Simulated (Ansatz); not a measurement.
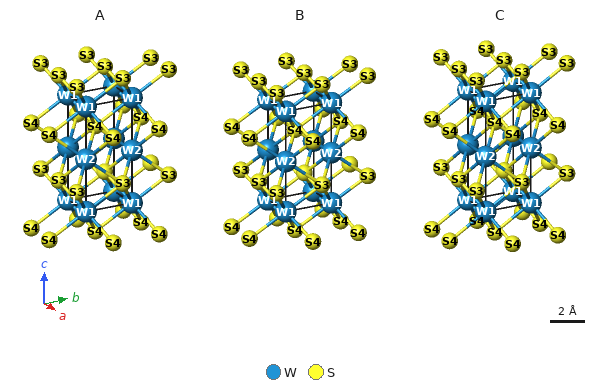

3 geometries from one relaxation of a crystal of WS (built on the nickel arsenide type), in shuffled order. A ball-and-stick model of the cell of the calculation, seen slightly off an axis.

Theory: Ansatz, DFT r2SCAN+U, scalar-relativistic, plane waves, PAW. (plane-wave cutoff 500 eV; k-point mesh 12 × 12 × 8; occupations gaussian; smearing width 0.1 eV; U W 6.2 eV; collinear spin; cell and atoms relaxed; force threshold 0.01 eV/Å; at most 80 steps)

Order the frames from highest to lowest energy.

B, A, C. They are steps 0, 1, 5, at +0.378 eV per cell of the calculation, +71.0 meV per cell of the calculation relative to the last. The atoms keep their places relative to the cell (all moves are under 0.005 Å). The drawn cell changes as follows: a = b 3.862 → 3.833 Å (−0.7 %), c 6.023 → 6.618 Å (+9.9 %); the volume changes by +8.3 %. Some distances before and after: W1–W2 3.011 → 3.309 Å, W1–S3 2.690 → 2.763 Å. Bond angles that change, for instance: W1–S3–W2 68.1° → 73.6°, S3–W1–S4 88.3° → 92.2°, W1–S3–W1 91.7° → 87.8°. The space group stays P6_3/mmc (No. 194). The energy falls by 0.378 eV per cell of the calculation in 4 accepted moves (5 points after the start). All forces vanish by symmetry, so only the cell relaxes. The pressure goes from 9.96 to 0.01 GPa. The SCF was repeated once at an unchanged geometry on a basis and grid sized afresh for the cell, which shifted the energy by 3.0 meV per cell of the calculation at most.
